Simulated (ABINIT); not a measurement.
# Geometry relaxation, with input and output: HgTe (part 3 of 3)

The same run, continued: HgTe (F-43m, 2 atoms in the cell); Kohn-Sham DFT of a periodic cell, LDA, HGH LDA, no spin polarisation (ABINIT 10.8.3); cutoff 435.38 eV, 5×5×5 k-mesh, fermi-dirac of 0.05 eV. The structure derives from an entry of the Crystallography Open Database.

Geometry of the input (Å; fractional positions):
```
0.0000  3.2145  3.2145
3.2145  0.0000  3.2145
3.2145  3.2145  0.0000
Hg 0.0000  0.0000  0.0000
Te 0.7500  0.7500  0.7500
```

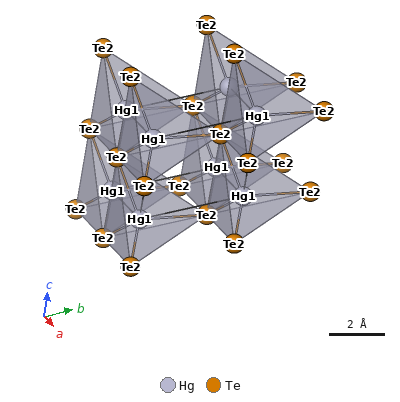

Fig. 1: The geometry at step 4 of the log (polyhedral view of the cell of the calculation, seen slightly off an axis; polyhedra are completed across the faces of the cell; atoms are numbered from 1 in the order of the input).

The program's output, continued
```
     iter   Etot(hartree)      deltaE(h)  residm     vres2
 ETOT  1  -9.4838945197615    -9.484E+00 2.320E-04 5.943E-01
 ETOT  2  -9.4839759508203    -8.143E-05 2.190E-06 3.162E-02
 ETOT  3  -9.4839783722599    -2.421E-06 1.428E-07 1.956E-03
 ETOT  4  -9.4839785025065    -1.302E-07 4.481E-08 1.770E-05
 ETOT  5  -9.4839785036517    -1.145E-09 2.406E-09 2.069E-07
 ETOT  6  -9.4839785036641    -1.232E-11 7.794E-11 8.027E-09
 ETOT  7  -9.4839785036645    -4.814E-13 7.149E-12 2.386E-10
 ETOT  8  -9.4839785036645     6.928E-14 4.813E-13 2.591E-12
 ETOT  9  -9.4839785036646    -9.059E-14 8.050E-14 4.554E-15

 At SCF step    9       vres2   =  4.55E-15 < tolvrs=  1.00E-12 =>converged.

 Cartesian components of stress tensor (hartree/bohr^3)
  sigma(1 1)= -9.15934277E-06  sigma(3 2)=  0.00000000E+00
  sigma(2 2)= -9.15934277E-06  sigma(3 1)=  0.00000000E+00
  sigma(3 3)= -9.15934277E-06  sigma(2 1)=  0.00000000E+00

--- !ResultsGS
iteration_state: {dtset: 1, itime: 6, icycle: 1, }
comment   : Summary of ground state results
lattice_vectors:
- [  0.0000000,   5.5321047,   5.5321047, ]
- [  5.5321047,   0.0000000,   5.5321047, ]
- [  5.5321047,   5.5321047,   0.0000000, ]
lattice_lengths: [   7.82358,    7.82358,    7.82358, ]
lattice_angles: [ 60.000,  60.000,  60.000, ] # degrees, (23, 13, 12)
lattice_volume:   3.3861108E+02
convergence: {deltae: -9.059E-14, res2:  4.554E-15, residm:  8.050E-14, diffor: null, }
etotal    :  -9.48397850E+00
entropy   :   0.00000000E+00
fermie    :   1.13171169E-01
cartesian_stress_tensor: # hartree/bohr^3
- [ -9.15934277E-06,   0.00000000E+00,   0.00000000E+00, ]
- [  0.00000000E+00,  -9.15934277E-06,   0.00000000E+00, ]
- [  0.00000000E+00,   0.00000000E+00,  -9.15934277E-06, ]
pressure_GPa:   2.6948E-01
xred      :
- [  0.0000E+00,   0.0000E+00,   0.0000E+00, Hg]
- [  7.5000E-01,   7.5000E-01,   7.5000E-01, Te]
cartesian_forces: # hartree/bohr
- [ -0.00000000E+00,  -0.00000000E+00,  -0.00000000E+00, ]
- [ -0.00000000E+00,  -0.00000000E+00,  -0.00000000E+00, ]
force_length_stats: {min:   0.00000000E+00, max:   0.00000000E+00, mean:   0.00000000E+00, }
...

 Integrated electronic density in atomic spheres:
 ------------------------------------------------
 Atom  Sphere_radius  Integrated_density
    1        2.00000          0.55238561
    2        2.00000          2.19228415

---OUTPUT-----------------------------------------------------------------------

 Cartesian coordinates (xcart) [bohr]
  0.00000000000000E+00  0.00000000000000E+00  0.00000000000000E+00
  8.29815703642715E+00  8.29815703642715E+00  8.29815703642715E+00
 Reduced coordinates (xred)
  0.00000000000000E+00  0.00000000000000E+00  0.00000000000000E+00
  7.50000000000000E-01  7.50000000000000E-01  7.50000000000000E-01
 Cartesian forces (fcart) [Ha/bohr]; max,rms= 0.00000E+00 0.00000E+00 (free atoms)
 -0.00000000000000E+00 -0.00000000000000E+00 -0.00000000000000E+00
 -0.00000000000000E+00 -0.00000000000000E+00 -0.00000000000000E+00
 Gradient of E wrt nuclear positions in reduced coordinates (gred)
  0.00000000000000E+00  0.00000000000000E+00  0.00000000000000E+00
  0.00000000000000E+00  0.00000000000000E+00  0.00000000000000E+00
 Scale of Primitive Cell (acell) [bohr]
  7.82357748241133E+00  7.82357748241133E+00  7.82357748241133E+00
 Real space primitive translations (rprimd) [bohr]
  0.00000000000000E+00  5.53210469095143E+00  5.53210469095143E+00
  5.53210469095143E+00  0.00000000000000E+00  5.53210469095143E+00
  5.53210469095143E+00  5.53210469095143E+00  0.00000000000000E+00
 Unitary Cell Volume (ucvol) [Bohr^3]=  3.38611081057988E+02
 Angles (23,13,12)= [degrees]
  6.00000000000000E+01  6.00000000000000E+01  6.00000000000000E+01
 Lengths [Bohr]
  7.82357748241133E+00  7.82357748241133E+00  7.82357748241133E+00
 Stress tensor in cartesian coordinates (strten) [Ha/bohr^3]
 -9.15934276910207E-06  0.00000000000000E+00  0.00000000000000E+00
  0.00000000000000E+00 -9.15934276910250E-06  0.00000000000000E+00
  0.00000000000000E+00  0.00000000000000E+00 -9.15934276910207E-06
 Total energy (etotal) [Ha]= -9.48397850366456E+00

 Difference of energy with previous step (new-old):
           Absolute (Ha)=-2.82645E-04
           Relative     =-2.98028E-05

--- Iteration: ( 7/50) Internal Cycle: (1/1)
--------------------------------------------------------------------------------

---SELF-CONSISTENT-FIELD CONVERGENCE--------------------------------------------

--- !BeginCycle
iteration_state: {dtset: 1, itime: 7, icycle: 1, }
solver: {iscf: 7, nstep: 80, nline: 4, wfoptalg: 0, }
tolerances: {tolvrs: 1.00E-12, }
...

     iter   Etot(hartree)      deltaE(h)  residm     vres2
 ETOT  1  -9.4839819990217    -9.484E+00 2.444E-08 8.039E-03
 ETOT  2  -9.4839831028212    -1.104E-06 1.468E-09 4.278E-04
 ETOT  3  -9.4839831354851    -3.266E-08 1.932E-09 2.652E-05
 ETOT  4  -9.4839831372489    -1.764E-09 4.894E-10 2.520E-07
 ETOT  5  -9.4839831372653    -1.632E-11 2.811E-11 2.870E-09
 ETOT  6  -9.4839831372654    -1.368E-13 6.063E-13 1.141E-10
 ETOT  7  -9.4839831372655    -8.704E-14 5.947E-14 3.308E-12
 ETOT  8  -9.4839831372654     1.279E-13 4.636E-15 3.547E-14

 At SCF step    8       vres2   =  3.55E-14 < tolvrs=  1.00E-12 =>converged.

 Cartesian components of stress tensor (hartree/bohr^3)
  sigma(1 1)=  4.22186176E-07  sigma(3 2)=  0.00000000E+00
  sigma(2 2)=  4.22186176E-07  sigma(3 1)=  0.00000000E+00
  sigma(3 3)=  4.22186176E-07  sigma(2 1)=  0.00000000E+00

--- !ResultsGS
iteration_state: {dtset: 1, itime: 7, icycle: 1, }
comment   : Summary of ground state results
lattice_vectors:
- [  0.0000000,   5.5379554,   5.5379554, ]
- [  5.5379554,   0.0000000,   5.5379554, ]
- [  5.5379554,   5.5379554,   0.0000000, ]
lattice_lengths: [   7.83185,    7.83185,    7.83185, ]
lattice_angles: [ 60.000,  60.000,  60.000, ] # degrees, (23, 13, 12)
lattice_volume:   3.3968656E+02
convergence: {deltae:  1.279E-13, res2:  3.547E-14, residm:  4.636E-15, diffor: null, }
etotal    :  -9.48398314E+00
entropy   :   0.00000000E+00
fermie    :   1.11768406E-01
cartesian_stress_tensor: # hartree/bohr^3
- [  4.22186176E-07,   0.00000000E+00,   0.00000000E+00, ]
- [  0.00000000E+00,   4.22186176E-07,   0.00000000E+00, ]
- [  0.00000000E+00,   0.00000000E+00,   4.22186176E-07, ]
pressure_GPa:  -1.2421E-02
xred      :
- [  0.0000E+00,   0.0000E+00,   0.0000E+00, Hg]
- [  7.5000E-01,   7.5000E-01,   7.5000E-01, Te]
cartesian_forces: # hartree/bohr
- [ -0.00000000E+00,  -0.00000000E+00,  -0.00000000E+00, ]
- [ -0.00000000E+00,  -0.00000000E+00,  -0.00000000E+00, ]
force_length_stats: {min:   0.00000000E+00, max:   0.00000000E+00, mean:   0.00000000E+00, }
...

 Integrated electronic density in atomic spheres:
 ------------------------------------------------
 Atom  Sphere_radius  Integrated_density
    1        2.00000          0.55320687
    2        2.00000          2.19809379

---OUTPUT-----------------------------------------------------------------------

 Cartesian coordinates (xcart) [bohr]
  0.00000000000000E+00  0.00000000000000E+00  0.00000000000000E+00
  8.30693316310885E+00  8.30693316310885E+00  8.30693316310885E+00
 Reduced coordinates (xred)
  0.00000000000000E+00  0.00000000000000E+00  0.00000000000000E+00
  7.50000000000000E-01  7.50000000000000E-01  7.50000000000000E-01
 Cartesian forces (fcart) [Ha/bohr]; max,rms= 0.00000E+00 0.00000E+00 (free atoms)
 -0.00000000000000E+00 -0.00000000000000E+00 -0.00000000000000E+00
 -0.00000000000000E+00 -0.00000000000000E+00 -0.00000000000000E+00
 Gradient of E wrt nuclear positions in reduced coordinates (gred)
  0.00000000000000E+00  0.00000000000000E+00  0.00000000000000E+00
  0.00000000000000E+00  0.00000000000000E+00  0.00000000000000E+00
 Scale of Primitive Cell (acell) [bohr]
  7.83185169399692E+00  7.83185169399692E+00  7.83185169399692E+00
 Real space primitive translations (rprimd) [bohr]
  0.00000000000000E+00  5.53795544207257E+00  5.53795544207257E+00
  5.53795544207257E+00  0.00000000000000E+00  5.53795544207257E+00
  5.53795544207257E+00  5.53795544207257E+00  0.00000000000000E+00
 Unitary Cell Volume (ucvol) [Bohr^3]=  3.39686562408810E+02
 Angles (23,13,12)= [degrees]
  6.00000000000000E+01  6.00000000000000E+01  6.00000000000000E+01
 Lengths [Bohr]
  7.83185169399692E+00  7.83185169399692E+00  7.83185169399692E+00
 Stress tensor in cartesian coordinates (strten) [Ha/bohr^3]
  4.22186176279610E-07  0.00000000000000E+00  0.00000000000000E+00
  0.00000000000000E+00  4.22186176279177E-07  0.00000000000000E+00
  0.00000000000000E+00  0.00000000000000E+00  4.22186176279177E-07
 Total energy (etotal) [Ha]= -9.48398313726535E+00

 Difference of energy with previous step (new-old):
           Absolute (Ha)=-4.63360E-06
           Relative     =-4.88571E-07

--- Iteration: ( 8/50) Internal Cycle: (1/1)
--------------------------------------------------------------------------------

---SELF-CONSISTENT-FIELD CONVERGENCE--------------------------------------------

--- !BeginCycle
iteration_state: {dtset: 1, itime: 8, icycle: 1, }
solver: {iscf: 7, nstep: 80, nline: 4, wfoptalg: 0, }
tolerances: {tolvrs: 1.00E-12, }
...

     iter   Etot(hartree)      deltaE(h)  residm     vres2
 ETOT  1  -9.4839831453299    -9.484E+00 1.339E-10 1.571E-05
 ETOT  2  -9.4839831474871    -2.157E-09 6.072E-12 8.362E-07
 ETOT  3  -9.4839831475509    -6.385E-11 3.777E-12 5.187E-08
 ETOT  4  -9.4839831475544    -3.483E-12 9.509E-13 4.904E-10
 ETOT  5  -9.4839831475545    -3.553E-14 8.725E-14 5.565E-12
 ETOT  6  -9.4839831475544     7.283E-14 1.207E-15 2.228E-13

 At SCF step    6       vres2   =  2.23E-13 < tolvrs=  1.00E-12 =>converged.

 Cartesian components of stress tensor (hartree/bohr^3)
  sigma(1 1)=  1.03215384E-08  sigma(3 2)=  0.00000000E+00
  sigma(2 2)=  1.03215384E-08  sigma(3 1)=  0.00000000E+00
  sigma(3 3)=  1.03215384E-08  sigma(2 1)=  0.00000000E+00

--- !ResultsGS
iteration_state: {dtset: 1, itime: 8, icycle: 1, }
comment   : Summary of ground state results
lattice_vectors:
- [  0.0000000,   5.5376969,   5.5376969, ]
- [  5.5376969,   0.0000000,   5.5376969, ]
- [  5.5376969,   5.5376969,   0.0000000, ]
lattice_lengths: [   7.83149,    7.83149,    7.83149, ]
lattice_angles: [ 60.000,  60.000,  60.000, ] # degrees, (23, 13, 12)
lattice_volume:   3.3963898E+02
convergence: {deltae:  7.283E-14, res2:  2.228E-13, residm:  1.207E-15, diffor: null, }
etotal    :  -9.48398315E+00
entropy   :   0.00000000E+00
fermie    :   1.11830607E-01
cartesian_stress_tensor: # hartree/bohr^3
- [  1.03215384E-08,   0.00000000E+00,   0.00000000E+00, ]
- [  0.00000000E+00,   1.03215384E-08,   0.00000000E+00, ]
- [  0.00000000E+00,   0.00000000E+00,   1.03215384E-08, ]
pressure_GPa:  -3.0367E-04
xred      :
- [  0.0000E+00,   0.0000E+00,   0.0000E+00, Hg]
- [  7.5000E-01,   7.5000E-01,   7.5000E-01, Te]
cartesian_forces: # hartree/bohr
- [ -0.00000000E+00,  -0.00000000E+00,  -0.00000000E+00, ]
- [ -0.00000000E+00,  -0.00000000E+00,  -0.00000000E+00, ]
force_length_stats: {min:   0.00000000E+00, max:   0.00000000E+00, mean:   0.00000000E+00, }
...

 Integrated electronic density in atomic spheres:
 ------------------------------------------------
 Atom  Sphere_radius  Integrated_density
    1        2.00000          0.55317050
    2        2.00000          2.19783701

---OUTPUT-----------------------------------------------------------------------

 Cartesian coordinates (xcart) [bohr]
  0.00000000000000E+00  0.00000000000000E+00  0.00000000000000E+00
  8.30654529104378E+00  8.30654529104378E+00  8.30654529104378E+00
 Reduced coordinates (xred)
  0.00000000000000E+00  0.00000000000000E+00  0.00000000000000E+00
  7.50000000000000E-01  7.50000000000000E-01  7.50000000000000E-01
 Cartesian forces (fcart) [Ha/bohr]; max,rms= 0.00000E+00 0.00000E+00 (free atoms)
 -0.00000000000000E+00 -0.00000000000000E+00 -0.00000000000000E+00
 -0.00000000000000E+00 -0.00000000000000E+00 -0.00000000000000E+00
 Gradient of E wrt nuclear positions in reduced coordinates (gred)
  0.00000000000000E+00  0.00000000000000E+00  0.00000000000000E+00
  0.00000000000000E+00  0.00000000000000E+00  0.00000000000000E+00
 Scale of Primitive Cell (acell) [bohr]
  7.83148600470698E+00  7.83148600470698E+00  7.83148600470698E+00
 Real space primitive translations (rprimd) [bohr]
  0.00000000000000E+00  5.53769686069585E+00  5.53769686069585E+00
  5.53769686069585E+00  0.00000000000000E+00  5.53769686069585E+00
  5.53769686069585E+00  5.53769686069585E+00  0.00000000000000E+00
 Unitary Cell Volume (ucvol) [Bohr^3]=  3.39638982113903E+02
 Angles (23,13,12)= [degrees]
  6.00000000000000E+01  6.00000000000000E+01  6.00000000000000E+01
 Lengths [Bohr]
  7.83148600470698E+00  7.83148600470698E+00  7.83148600470698E+00
 Stress tensor in cartesian coordinates (strten) [Ha/bohr^3]
  1.03215384238652E-08  0.00000000000000E+00  0.00000000000000E+00
  0.00000000000000E+00  1.03215384229978E-08  0.00000000000000E+00
  0.00000000000000E+00  0.00000000000000E+00  1.03215384234315E-08
 Total energy (etotal) [Ha]= -9.48398314755439E+00

 Difference of energy with previous step (new-old):
           Absolute (Ha)=-1.02890E-08
           Relative     =-1.08489E-09

 At Broyd/MD step   8, gradients are converged :
  max grad (force/stress) = 1.0322E-06 < tolmxf= 2.0000E-05 ha/bohr (free atoms)

================================================================================

 ----iterations are completed or convergence reached----

 Mean square residual over all n,k,spin=   64.437E-18; max=  12.066E-16
 reduced coordinates (array xred) for    2 atoms
       0.000000000000      0.000000000000      0.000000000000
       0.750000000000      0.750000000000      0.750000000000
 rms dE/dt=  0.0000E+00; max dE/dt=  0.0000E+00; dE/dt below (all hartree)
    1       0.000000000000      0.000000000000      0.000000000000
    2       0.000000000000      0.000000000000      0.000000000000

 cartesian coordinates (angstrom) at end:
    1      0.00000000000000     0.00000000000000     0.00000000000000
    2      4.39563446637194     4.39563446637194     4.39563446637194

 cartesian forces (hartree/bohr) at end:
    1     -0.00000000000000    -0.00000000000000    -0.00000000000000
    2     -0.00000000000000    -0.00000000000000    -0.00000000000000
 frms,max,avg= 0.0000000E+00 0.0000000E+00   0.000E+00  0.000E+00  0.000E+00 h/b

 cartesian forces (eV/Angstrom) at end:
    1     -0.00000000000000    -0.00000000000000    -0.00000000000000
    2     -0.00000000000000    -0.00000000000000    -0.00000000000000
 frms,max,avg= 0.0000000E+00 0.0000000E+00   0.000E+00  0.000E+00  0.000E+00 e/A
 length scales=  7.831486004707  7.831486004707  7.831486004707 bohr
              =  4.144243918385  4.144243918385  4.144243918385 angstroms
 Fermi (or HOMO) energy (hartree) =   0.11183   Average Vxc (hartree)=  -0.30621
 Eigenvalues (hartree) for nkpt=  10  k points:
 kpt#   1, nband=  8, wtk=  0.00800, kpt=  0.0000  0.0000  0.0000 (reduced coord)
  -0.41679    0.07768    0.07768    0.07768    0.14430    0.25753    0.25753    0.25753
      occupation numbers for kpt#   1
   2.00000    2.00000    2.00000    2.00000    0.00000    0.00000    0.00000    0.00000
 prteigrs : prtvol=0 or 1, do not print more k-points.

--- !EnergyTerms
iteration_state     : {dtset: 1, itime: 8, icycle: 1, }
comment             : Components of total free energy in Hartree
kinetic             :  3.08846713268916E+00
hartree             :  7.77968368785197E-01
xc                  : -2.33202680850898E+00
Ewald energy        : -9.14825022670895E+00
psp_core            :  7.56293401141002E-01
local_psp           : -2.65379079857025E+00
non_local_psp       :  2.73557836475443E-02
internal            : -9.48398314752528E+00
'-kT*entropy'       : -2.91143941497092E-11
total_energy        : -9.48398314755439E+00
total_energy_eV     : -2.58072328578477E+02
band_energy         : -1.02377165721975E+00
...

 Cartesian components of stress tensor (hartree/bohr^3)
  sigma(1 1)=  1.03215384E-08  sigma(3 2)=  0.00000000E+00
  sigma(2 2)=  1.03215384E-08  sigma(3 1)=  0.00000000E+00
  sigma(3 3)=  1.03215384E-08  sigma(2 1)=  0.00000000E+00

-Cartesian components of stress tensor (GPa)         [Pressure= -3.0367E-04 GPa]
- sigma(1 1)=  3.03670145E-04  sigma(3 2)=  0.00000000E+00
- sigma(2 2)=  3.03670145E-04  sigma(3 1)=  0.00000000E+00
- sigma(3 3)=  3.03670145E-04  sigma(2 1)=  0.00000000E+00

== END DATASET(S) ==============================================================
================================================================================

 -outvars: echo values of variables after computation  --------
            acell      7.8314860047E+00  7.8314860047E+00  7.8314860047E+00 Bohr
           etotal     -9.4839831476E+00
            fcart     -0.0000000000E+00 -0.0000000000E+00 -0.0000000000E+00
                      -0.0000000000E+00 -0.0000000000E+00 -0.0000000000E+00
            rprim      0.0000000000E+00  7.0710678119E-01  7.0710678119E-01
                       7.0710678119E-01  0.0000000000E+00  7.0710678119E-01
                       7.0710678119E-01  7.0710678119E-01  0.0000000000E+00
           strten      1.0321538424E-08  1.0321538423E-08  1.0321538423E-08
                       0.0000000000E+00  0.0000000000E+00  0.0000000000E+00
           xangst      0.0000000000E+00  0.0000000000E+00  0.0000000000E+00
                       4.3956344664E+00  4.3956344664E+00  4.3956344664E+00
             xred      0.0000000000E+00  0.0000000000E+00  0.0000000000E+00
                       7.5000000000E-01  7.5000000000E-01  7.5000000000E-01
 Calculation completed.
```

Trajectory as extended XYZ (Å, eV, eV/Å), 8 frames, from step=0 to step=7
```
2
Lattice="0.0000 3.2145 3.2145 3.2145 0.0000 3.2145 3.2145 3.2145 0.0000" Properties=species:S:1:pos:R:3:forces:R:3 step=0 energy=-257.25185
Hg    0.0000    0.0000    0.0000    0.0000   0.0000   0.0000
Te    4.8217    4.8217    4.8217    0.0000   0.0000   0.0000
2
Lattice="0.0000 3.1742 3.1742 3.1742 0.0000 3.1742 3.1742 3.1742 0.0000" Properties=species:S:1:pos:R:3:forces:R:3 step=1 energy=-257.43710
Hg    0.0000    0.0000    0.0000    0.0000   0.0000   0.0000
Te    4.7613    4.7613    4.7613    0.0000   0.0000   0.0000
2
Lattice="0.0000 2.7135 2.7135 2.7135 0.0000 2.7135 2.7135 2.7135 0.0000" Properties=species:S:1:pos:R:3:forces:R:3 step=2 energy=-257.17282
Hg    0.0000    0.0000    0.0000    0.0000   0.0000   0.0000
Te    4.0702    4.0702    4.0702    0.0000   0.0000   0.0000
2
Lattice="0.0000 3.0107 3.0107 3.0107 0.0000 3.0107 3.0107 3.0107 0.0000" Properties=species:S:1:pos:R:3:forces:R:3 step=3 energy=-257.98793
Hg    0.0000    0.0000    0.0000    0.0000   0.0000   0.0000
Te    4.5160    4.5160    4.5160    0.0000   0.0000   0.0000
2
Lattice="0.0000 2.9541 2.9541 2.9541 0.0000 2.9541 2.9541 2.9541 0.0000" Properties=species:S:1:pos:R:3:forces:R:3 step=4 energy=-258.06451
Hg    0.0000    0.0000    0.0000    0.0000   0.0000   0.0000
Te    4.4311    4.4311    4.4311    0.0000   0.0000   0.0000
2
Lattice="0.0000 2.9275 2.9275 2.9275 0.0000 2.9275 2.9275 2.9275 0.0000" Properties=species:S:1:pos:R:3:forces:R:3 step=5 energy=-258.07220
Hg    0.0000    0.0000    0.0000    0.0000   0.0000   0.0000
Te    4.3912    4.3912    4.3912    0.0000   0.0000   0.0000
2
Lattice="0.0000 2.9306 2.9306 2.9306 0.0000 2.9306 2.9306 2.9306 0.0000" Properties=species:S:1:pos:R:3:forces:R:3 step=6 energy=-258.07233
Hg    0.0000    0.0000    0.0000    0.0000   0.0000   0.0000
Te    4.3958    4.3958    4.3958    0.0000   0.0000   0.0000
2
Lattice="0.0000 2.9304 2.9304 2.9304 0.0000 2.9304 2.9304 2.9304 0.0000" Properties=species:S:1:pos:R:3:forces:R:3 step=7 energy=-258.07233
Hg    0.0000    0.0000    0.0000    0.0000   0.0000   0.0000
Te    4.3956    4.3956    4.3956    0.0000   0.0000   0.0000
```

Results in brief

```csv
quantity,value
outcome,converged
space group (tolerance 0.01 Å),F-43m (216)
electrons treated,8
free energy,−258.0723 eV
Fermi energy,3.043 eV
gap on the k-point mesh,1.81 eV
pressure,0.00 GPa
final volume,50.33 Å³
largest force (length of the vector) at the end,under 0.001 eV/Å
final cell,"a = 4.144 Å, b = 4.144 Å, c = 4.144 Å, α = 60.00°, β = 60.00°, γ = 60.00°"
hardware,"1 thread of Arm Neoverse V1, 24 GiB of memory available, shared host"
wall time,30 s
peak memory,0.07 GiB
```

Remarks

Spin–orbit coupling is left out, which matters for Hg.
